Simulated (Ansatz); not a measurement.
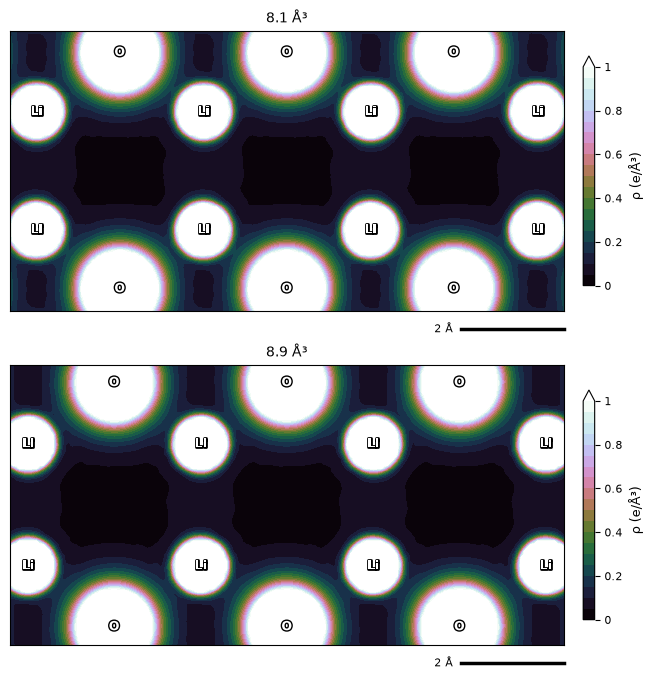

Li2O. The valence electron density of cells scaled evenly to different volumes (given per atom above each panel), on the (101̄) plane of each (indices in the axes of the cell below), at one length scale and on one colour scale.

A structure from a database of computed crystals, not necessarily the ambient phase.

Theory: Kohn-Sham DFT of a periodic cell, PBE, Ansatz PAW (Ansatz).

In a PAW calculation such maps are meaningful between the atoms, not at the nuclei.

The largest cell:

```cif
data_structure
_symmetry_space_group_name_H-M 'P 1'
_symmetry_Int_Tables_number 1
_cell_length_a 3.3552
_cell_length_b 3.3552
_cell_length_c 3.3552
_cell_angle_alpha 60.000
_cell_angle_beta 60.000
_cell_angle_gamma 60.000
_cell_volume 26.71
loop_
_atom_site_label
_atom_site_type_symbol
_atom_site_fract_x
_atom_site_fract_y
_atom_site_fract_z
_atom_site_occupancy
O1 O 0.00000 0.00000 0.00000 1
Li1 Li 0.25000 0.25000 0.25000 1
Li2 Li 0.75000 0.75000 0.75000 1
```

| volume (Å³/atom) | Li–O contact in the plane (Å) | ρ at its midpoint (e/Å³) | pressure (GPa) | gap on the mesh (eV) | 
| --- | --- | --- | --- | --- |
| 8.06 | 1.988 | 0.372 | 1.9 | 5.03 | 
| 8.73 | 2.042 | ? | ? | ? | 
| 8.90 | 2.055 | 0.323 | −5.2 | 4.70 | 

Estimate the missing row, and compare with the calculation.

Answer. Over the known rows ln ρ falls by 2.11 per Å of Li–O distance (the line through the two), which gives 0.332 e/Å³ at 2.042 Å; the calculation gives 0.333 e/Å³. For the pressure, a straight line in volume between the neighbouring rows gives −3.8 GPa; the calculation gives −4.1, lower because pressure rises ever faster on compression. For the gap on the mesh, a straight line in volume between the neighbouring rows gives 4.77 eV; the calculation gives 4.83.
